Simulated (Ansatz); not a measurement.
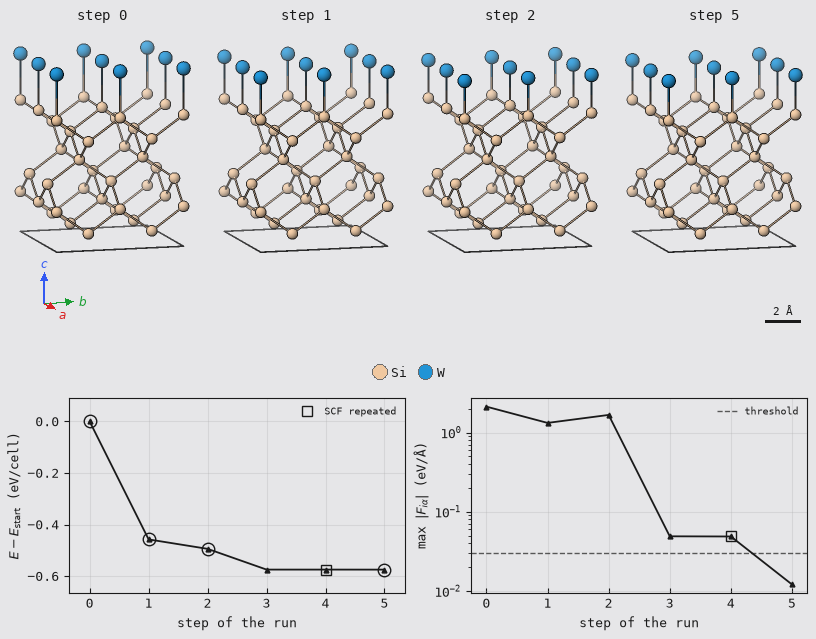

Frames of a constrained relaxation of a slab of composition Si6W (cut from the Fd-3m phase), marked on the history of the run. A ball-and-stick model of the 2 × 2 repeat of the cell, outlined in the plane, without the vacuum, seen slightly off an axis.

Case: W put at a top Si site. The slab is the (1 0 0) face of Si with W on it. 3 atoms are held fixed.

Computed with DFT PBEsol, scalar-relativistic, plane waves, PAW (Ansatz 0.2.0).

Input
```yaml
crystal:
  lattice:
    - [3.8417168269, 0.0, 0.0]
    - [0.0, 3.8417168269, 0.0]
    - [0.0, 0.0, 25.7912600493]
  atoms:
    - { symbol: Si, position: [0.0, 0.5, 0.3295690084] }
    - { symbol: Si, position: [0.0, 0.0, 0.3822322752] }
    - { symbol: Si, position: [0.5, 0.0, 0.4348955421] }
    - { symbol: Si, position: [0.5, 0.5, 0.4872505138] }
    - { symbol: Si, position: [0.0, 0.5, 0.5400001627] }
    - { symbol: Si, position: [0.0, 0.0, 0.5916358922] }
    - { symbol: W, position: [0.0, 0.0, 0.6978734313], spin: 4.0 }
basis:
  ecutwfc: 420
kpoints:
  mp_grid: { grid: [8, 8, 1] }
hamiltonian:
  xc: pbesol
scf:
  occupations: { method: gaussian, width: 0.05 }
output:
  forces: true
  eigenvalues: true
  populations: true
  write_density: true
  write_potential: true
  elf: true
  volumetric_format: npy
magnetization:
  spin_polarized: true
relax:
  adjacent_minimum: "off"
  f_tol: 0.03
  max_steps: 70
  constraints: [{ sites: [0, 1, 2] }]
efield:
  axis: 3
  dipole_correction: true
  ramp_width: 0.04
```

Run as
```bash
ansatz run input.yaml --threads 1 --pin off --max-ram 2560MiB --backend cpu --events-out ev --progress --plain --runs-dir out
```

**What happens along the run?**

The atom that moves furthest is W7 (0.40 Å along the normal (−c)). Largest moves by element: W 0.40 Å, Si 0.01 Å. The cell doesn't change. Some distances before and after: Si6–W7 2.740 → 2.337 Å, Si4–Si5 2.354 → 2.361 Å, Si5–Si6 2.337 → 2.332 Å. After 4 accepted moves (5 points after the start) the energy has fallen by 0.575 eV per cell of the calculation. The largest force component goes from 2.1 to 0.012 eV/Å. 1 step only repeated the SCF at the same geometry. Cost: 5.3 min on 1 thread of Arm Neoverse V2 (shared host), peak memory 0.8 GiB. From step 0 to 1: W7 moves most (0.19 Å), energy −0.458 eV per cell of the calculation. From step 1 to 2: W7 moves most (0.19 Å), energy −36.6 meV per cell of the calculation. From step 2 to 5: Si6 moves most (0.11 Å), energy −80.6 meV per cell of the calculation.

Limits of the set-up: the periodic images lie only 3.8 Å apart, so the values are limited by the cell's size.
